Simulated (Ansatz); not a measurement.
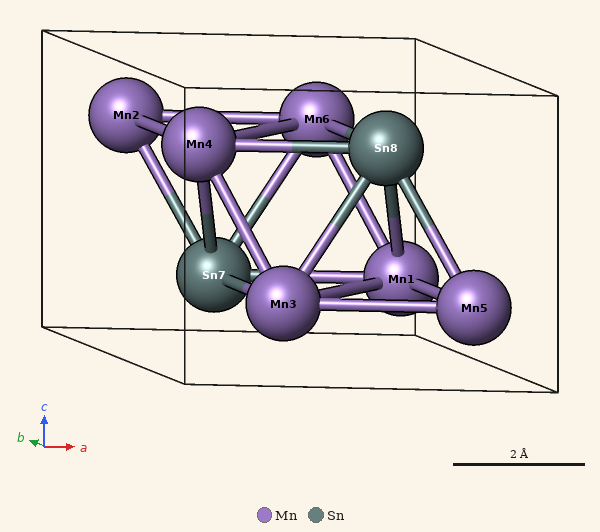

The structure (ball-and-stick view of the cell of the calculation, seen slightly off an axis; atoms are numbered from 1 in the order of the input). An atom can appear more than once, as a periodic image.

## What a change does: single-point calculation on Mn3Sn

System: Mn3Sn (P6₃/mmc, 8 atoms in the cell).
Method of the first run: DFT r2SCAN, scalar-relativistic, plane waves, PAW, spin-polarised (Ansatz 0.2.0).

The structure derives from an entry of the Crystallography Open Database. Text and figures count atoms from 1; the logs count them from 0 in places.

### Input file, the first run
```yaml
crystal:
  lattice:
    - [5.756249646, 0.0, 0.0]
    - [-2.878124823, 4.985058424, 0.0]
    - [0.0, 0.0, 4.596883523]
  atoms:
    - { symbol: Mn, position: [0.8366744529, 0.6733489059, 0.25], spin: 3.5 }
    - { symbol: Mn, position: [0.1633255471, 0.8366744529, 0.75], spin: -3.5 }
    - { symbol: Mn, position: [0.3266510941, 0.1633255471, 0.25], spin: 3.5 }
    - { symbol: Mn, position: [0.1633255471, 0.3266510941, 0.75], spin: -3.5 }
    - { symbol: Mn, position: [0.8366744529, 0.1633255471, 0.25], spin: 3.5 }
    - { symbol: Mn, position: [0.6733489059, 0.8366744529, 0.75], spin: -3.5 }
    - { symbol: Sn, position: [0.3333333333, 0.6666666667, 0.25] }
    - { symbol: Sn, position: [0.6666666667, 0.3333333333, 0.75] }
basis:
  ecutwfc: 500
  ecutrho_ratio: 4
kpoints:
  mp_grid: { grid: [8, 8, 8] }
hamiltonian:
  xc: r2scan
scf:
  occupations: { method: gaussian, width: 0.05 }
  lower_state_search: "off"
output:
  forces: true
  stress: true
  eigenvalues: true
  populations: true
magnetization:
  spin_polarized: true
```

Launched with:
```bash
ansatz run input.yaml --threads 4 --pin off --max-ram 10240MiB --backend cpu --events-out ev --progress --plain --runs-dir out
```

Hardware: 4 threads of Intel Xeon (Sapphire Rapids), 32 GiB of memory available, shared host.

### Output, shortened to warnings, some set-up lines, iterations and results (the first run)
```
Basis set: ecut = 500 eV, 3377 PW (Γ), exchange–correlation on 180×180×144 points (64 copies of the dense FFT grid, shifted against one another)
Symmetry: 12 space group operations
k-points: 50 of 512 (time reversal used)
Initial density: superposition of atomic densities (chi_scale 0.1, normalization cell)
[...]
SCF iter   1: F=-35499.240636 eV  HF=-35500.122628 eV  |F-HF|=8.82e-1  |Δ(HF+E_count)|=         —  Δρ=3.28e-2 (↑3.28e-2 ↓3.28e-2)  dr2=2.27e0  dr2_τ=4.61e-2  dr2_m=9.40e-1  …
SCF iter   2: F=-35500.240275 eV  HF=-35500.600951 eV  |F-HF|=3.61e-1  |Δ(HF+E_count)|=   4.78e-1  Δρ=2.58e-2 (↑2.58e-2 ↓2.58e-2)  dr2=1.05e0  dr2_τ=1.25e-2  dr2_m=6.55e-1  …
SCF iter   3: F=-35500.924978 eV  HF=-35500.944232 eV  |F-HF|=1.93e-2  |Δ(HF+E_count)|=   3.43e-1  Δρ=1.38e-2 (↑1.38e-2 ↓1.38e-2)  dr2=2.02e-1  dr2_τ=5.12e-3  dr2_m=1.99e-1  …
SCF iter   4: F=-35501.074571 eV  HF=-35501.075845 eV  |F-HF|=1.27e-3  |Δ(HF+E_count)|=   1.32e-1  Δρ=5.01e-3 (↑5.00e-3 ↓5.01e-3)  dr2=2.69e-2  dr2_τ=6.51e-4  dr2_m=2.53e-2  …
SCF iter   5: F=-35501.087913 eV  HF=-35501.087437 eV  |F-HF|=4.77e-4  |Δ(HF+E_count)|=   1.16e-2  Δρ=2.33e-3 (↑2.33e-3 ↓2.33e-3)  dr2=1.36e-2  dr2_τ=1.26e-4  dr2_m=3.19e-3  …
[... 6 lines ...]
SCF iter  12: F=-35501.096174 eV  HF=-35501.096177 eV  |F-HF|=2.97e-6  |Δ(HF+E_count)|=   6.49e-6  Δρ=2.72e-5 (↑2.72e-5 ↓2.72e-5)  dr2=2.98e-6  dr2_τ=3.77e-8  dr2_m=9.55e-8  …
SCF iter  13: F=-35501.096175 eV  HF=-35501.096175 eV  |F-HF|=5.48e-7  |Δ(HF+E_count)|=   2.14e-6  Δρ=1.44e-5 (↑1.44e-5 ↓1.38e-5)  dr2=6.02e-7  dr2_τ=1.15e-8  dr2_m=4.26e-8  …
SCF iter  14: F=-35501.096176 eV  HF=-35501.096176 eV  |F-HF|=1.12e-7  |Δ(HF+E_count)|=   9.13e-7  Δρ=1.13e-5 (↑1.13e-5 ↓1.13e-5)  dr2=2.86e-7  dr2_τ=2.68e-9  dr2_m=3.38e-8  …
SCF iter  15: F=-35501.096176 eV  HF=-35501.096176 eV  |F-HF|=1.18e-8  |Δ(HF+E_count)|=   1.47e-7  Δρ=4.15e-6 (↑4.15e-6 ↓4.14e-6)  dr2=2.56e-8  dr2_τ=6.05e-10  dr2_m=8.08e-9  …
SCF 1 converged in 15 iterations: F = -35501.096176 eV  dr2 = 2.56e-8
this state was not tested for a lower state beside it, because the mixer in use, unlike msr1, does not test its closes by its own steps (another_mixer; see scf.mixing.algorithm and scf.lower_state_search)
SCF converged after 15 iterations
Magnetization: -0.0000 μB (59.0000 up, 59.0000 down)
Absolute magnetization: 23.9610 μB (∫|ρ↑−ρ↓|, with the PAW one-centre terms)
Spin contamination: 11.7834 ħ² per cell (⟨S²⟩ above its minimum at these occupations)
Per-site moments (μB) at R_I (Å): [(3.8000860466298096, 1.1619356192055879), (-3.8000864707615674, 1.161935619205588), (3.800086046629812, 1.161935619205588), (-3.8000864707615682, 1.161935619205588), (3.8000860466298105, 1.161935619205588), (-3.8000864707615687, 1.1619356192055879), …
Free energy (F): -35501.096176 eV
Harris-Foulkes:  -35501.096176 eV  (|F-HF|=1.18e-8)
Internal energy: -35501.088859 eV  (E = F + TS)
E sigma→0 (E₀):  -35501.092518 eV
Entropy (-TS):   -0.007317 eV (-0.915 meV/atom)
Fermi energy:    15.037720 eV
--- Per-component energies (eV) ---
  E_band       = -1651.201967
  E_kinetic    = 2188.073477
  E_local      = -13077.256474  (includes V_loc(G=0)·N_el)
  E_nonlocal   = 1438.309161
  E_hartree    = 5779.179392
  E_xc         = -1398.354749
  E_vxc        = -1165.529303  (∫ρ·V_xc dr)
  E_paw        = -16216.776979  (= ΣΔE_a)
  E_vpaw       = -2672.457745  (= ΣTr[D̂ρ^β])
  E_aug_tail   = -0.000027  (compensation charges beyond the density's cutoff)
  E_vtau       = 79.293204  (kinetic-family band-sum trace: ∫τ·v_τ [+ j·A + Jᵃ·Aᵃ] dr)
  E_ewald      = -14214.035042
  E_core_change = -0.227619  (= ΣΔE_core)
  E_smearing   = -0.007317  (= −TS)
  E_closure    = 0.000000  (closes the sum)
  Σ components = -35501.096176   (vs F -35501.096176, Δ=0.00e0)
--- Forces (eV/Å), atoms counted from 1 ---
  atom   1  Mn     0.00000000     0.22805443     0.00000000
  atom   2  Mn    -0.19750119     0.11402736     0.00000000
  atom   3  Mn    -0.19750093    -0.11402721     0.00000000
  atom   4  Mn    -0.00000000    -0.22805473     0.00000000
  atom   5  Mn     0.19750093    -0.11402721     0.00000000
  atom   6  Mn     0.19750119     0.11402736     0.00000000
  atom   7  Sn    -0.00000000     0.00000000     0.00000000
  atom   8  Sn     0.00000000    -0.00000000     0.00000000
  max |Σ_I F_I| component: 8.33e-17 eV/Å
--- Stress (GPa, compression-positive) ---
        0.972704       0.000000       0.000000
        0.000000       0.972704       0.000000
        0.000000       0.000000       2.360619
  P = ⅓ Tr σ = 1.4353 GPa (14.353 kbar)
--- Löwdin populations: 8 sites ---
  site symbol       q [e]    m [muB]
     0     Mn     14.4087     3.9615
[...]
```

The input of the second run differs as follows (lines with − go, lines with + come):
```diff
-    - { symbol: Mn, position: [0.1633255471, 0.8366744529, 0.75], spin: -3.5 }
+    - { symbol: Mn, position: [0.1633255471, 0.8366744529, 0.75], spin: 3.5 }
-    - { symbol: Mn, position: [0.8366744529, 0.1633255471, 0.25], spin: 3.5 }
+    - { symbol: Mn, position: [0.8366744529, 0.1633255471, 0.25], spin: -3.5 }
```

How does the second run compare with the first run?

With the same functional and potentials, the second run lies 23.3 meV per atom higher. The largest force goes from 0.228 to 0.291 eV/Å. The number of SCF iterations is the same. The irreducible k-points go from 50 to 105. On the same kind of shared host the second run took about 2.1 times as long.

### Output, shortened to warnings, some set-up lines, iterations and results (the second run)
```
Basis set: ecut = 500 eV, 3377 PW (Γ), exchange–correlation on 180×180×144 points (64 copies of the dense FFT grid, shifted against one another)
Symmetry: 4 space group operations
k-points: 105 of 512 (time reversal used)
Initial density: superposition of atomic densities (chi_scale 0.1, normalization cell)
[...]
SCF iter   1: F=-35498.945685 eV  HF=-35500.092239 eV  |F-HF|=1.15e0  |Δ(HF+E_count)|=         —  Δρ=3.45e-2 (↑3.45e-2 ↓3.45e-2)  dr2=2.52e0  dr2_τ=4.80e-2  dr2_m=1.06e0  …
SCF iter   2: F=-35500.055672 eV  HF=-35500.511959 eV  |F-HF|=4.56e-1  |Δ(HF+E_count)|=   4.20e-1  Δρ=2.64e-2 (↑2.64e-2 ↓2.64e-2)  dr2=1.11e0  dr2_τ=1.33e-2  dr2_m=6.90e-1  …
SCF iter   3: F=-35500.762719 eV  HF=-35500.788843 eV  |F-HF|=2.61e-2  |Δ(HF+E_count)|=   2.77e-1  Δρ=1.33e-2 (↑1.33e-2 ↓1.33e-2)  dr2=1.80e-1  dr2_τ=4.87e-3  dr2_m=1.83e-1  …
SCF iter   4: F=-35500.894672 eV  HF=-35500.895232 eV  |F-HF|=5.60e-4  |Δ(HF+E_count)|=   1.06e-1  Δρ=4.67e-3 (↑4.67e-3 ↓4.67e-3)  dr2=1.80e-2  dr2_τ=6.07e-4  dr2_m=2.32e-2  …
SCF iter   5: F=-35500.904288 eV  HF=-35500.906235 eV  |F-HF|=1.95e-3  |Δ(HF+E_count)|=   1.10e-2  Δρ=2.12e-3 (↑2.12e-3 ↓2.12e-3)  dr2=1.00e-2  dr2_τ=1.20e-4  dr2_m=3.14e-3  …
[... 6 lines ...]
SCF iter  12: F=-35500.910128 eV  HF=-35500.910130 eV  |F-HF|=2.19e-6  |Δ(HF+E_count)|=   3.22e-5  Δρ=2.11e-5 (↑2.11e-5 ↓2.10e-5)  dr2=2.06e-6  dr2_τ=1.67e-8  dr2_m=6.70e-8  …
SCF iter  13: F=-35500.910128 eV  HF=-35500.910129 eV  |F-HF|=3.72e-7  |Δ(HF+E_count)|=   1.30e-6  Δρ=1.39e-5 (↑1.39e-5 ↓1.39e-5)  dr2=7.00e-7  dr2_τ=8.14e-9  dr2_m=6.19e-8  …
SCF iter  14: F=-35500.910129 eV  HF=-35500.910129 eV  |F-HF|=1.34e-7  |Δ(HF+E_count)|=   3.15e-7  Δρ=1.00e-5 (↑1.00e-5 ↓1.00e-5)  dr2=2.91e-7  dr2_τ=2.17e-9  dr2_m=1.81e-8  …
SCF iter  15: F=-35500.910129 eV  HF=-35500.910129 eV  |F-HF|=7.47e-9  |Δ(HF+E_count)|=   7.42e-8  Δρ=3.67e-6 (↑3.67e-6 ↓3.66e-6)  dr2=3.53e-8  dr2_τ=3.17e-10  dr2_m=4.56e-9  …
SCF 1 converged in 15 iterations: F = -35500.910129 eV  dr2 = 3.53e-8
this state was not tested for a lower state beside it, because the mixer in use, unlike msr1, does not test its closes by its own steps (another_mixer; see scf.mixing.algorithm and scf.lower_state_search)
SCF converged after 15 iterations
Magnetization: -0.0000 μB (59.0000 up, 59.0000 down)
Absolute magnetization: 23.9660 μB (∫|ρ↑−ρ↓|, with the PAW one-centre terms)
Spin contamination: 11.7899 ħ² per cell (⟨S²⟩ above its minimum at these occupations)
Per-site moments (μB) at R_I (Å): [(3.794774026907986, 1.1619356190463321), (3.8292556761486174, 1.1619356192852157), (3.7947740269079824, 1.161935619046332), (-3.7947741784600475, 1.161935619046332), (-3.8292557721757676, 1.1619356192852157), (-3.7947741784600444, 1.1619356190463321), …
Free energy (F): -35500.910129 eV
Harris-Foulkes:  -35500.910129 eV  (|F-HF|=7.47e-9)
Internal energy: -35500.901376 eV  (E = F + TS)
E sigma→0 (E₀):  -35500.905753 eV
Entropy (-TS):   -0.008752 eV (-1.094 meV/atom)
Fermi energy:    14.878661 eV
--- Per-component energies (eV) ---
  E_band       = -1650.802838
  E_kinetic    = 2187.425605
  E_local      = -13077.057437  (includes V_loc(G=0)·N_el)
  E_nonlocal   = 1438.522288
  E_hartree    = 5779.295163
  E_xc         = -1397.995717
  E_vxc        = -1165.189165  (∫ρ·V_xc dr)
  E_paw        = -16216.828591  (= ΣΔE_a)
  E_vpaw       = -2672.412448  (= ΣTr[D̂ρ^β])
  E_aug_tail   = -0.000027  (compensation charges beyond the density's cutoff)
  E_vtau       = 79.333381  (kinetic-family band-sum trace: ∫τ·v_τ [+ j·A + Jᵃ·Aᵃ] dr)
  E_ewald      = -14214.035042
  E_core_change = -0.227619  (= ΣΔE_core)
  E_smearing   = -0.008752  (= −TS)
  E_closure    = 0.000000  (closes the sum)
  Σ components = -35500.910129   (vs F -35500.910129, Δ=0.00e0)
--- Forces (eV/Å), atoms counted from 1 ---
  atom   1  Mn     0.10664543     0.27057512     0.00000000
  atom   2  Mn    -0.10313611     0.05954566     0.00000000
  atom   3  Mn    -0.18100221    -0.22764522     0.00000000
  atom   4  Mn    -0.10664509    -0.27057490     0.00000000
  atom   5  Mn     0.10313593    -0.05954555     0.00000000
  atom   6  Mn     0.18100219     0.22764481     0.00000000
  atom   7  Sn     0.12572804    -0.07258912     0.00000000
  atom   8  Sn    -0.12572820     0.07258921     0.00000000
  max |Σ_I F_I| component: 2.14e-8 eV/Å
--- Stress (GPa, compression-positive) ---
        1.004433       0.117655       0.000000
        0.117655       1.140289       0.000000
        0.000000       0.000000       1.944424
  P = ⅓ Tr σ = 1.3630 GPa (13.630 kbar)
--- Löwdin populations: 8 sites ---
  site symbol       q [e]    m [muB]
     0     Mn     14.4363     3.9445
[...]
```

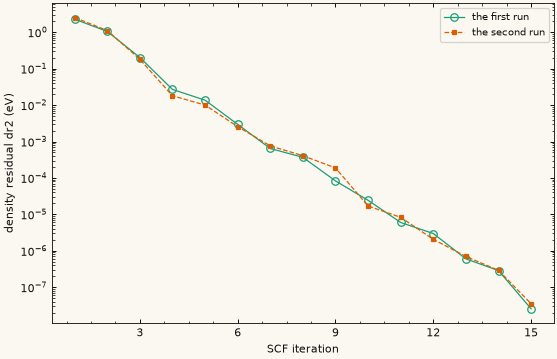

Convergence of the two runs: density residual dr2 against the SCF iteration. The first run takes 15 iterations in all, and the second run takes 15.

### The two runs side by side

| quantity | the first run | the second run |
| --- | --- | --- |
| outcome | converged | converged |
| free energy per atom (eV) | −4437.6370 | −4437.6138 |
| energy per atom, smearing taken to zero (eV) | −4437.6366 | −4437.6132 |
| gap on the mesh (eV) | 0.00 | 0.00 |
| net moment of the cell (μB) | 0.00 | 0.00 |
| absolute moment of the cell (μB) | 23.96 | 23.97 |
| pressure (GPa) | 1.44 | 1.36 |
| largest force (eV/Å) | 0.228 | 0.291 |
| SCF iterations | 15 | 15 |
| irreducible k-points | 50 | 105 |
| plane waves at Γ | 3377 | 3377 |
| wall time (shared host) | 58 s | 2.1 min |

For both runs: Warnings: the state was not tested for a lower one.
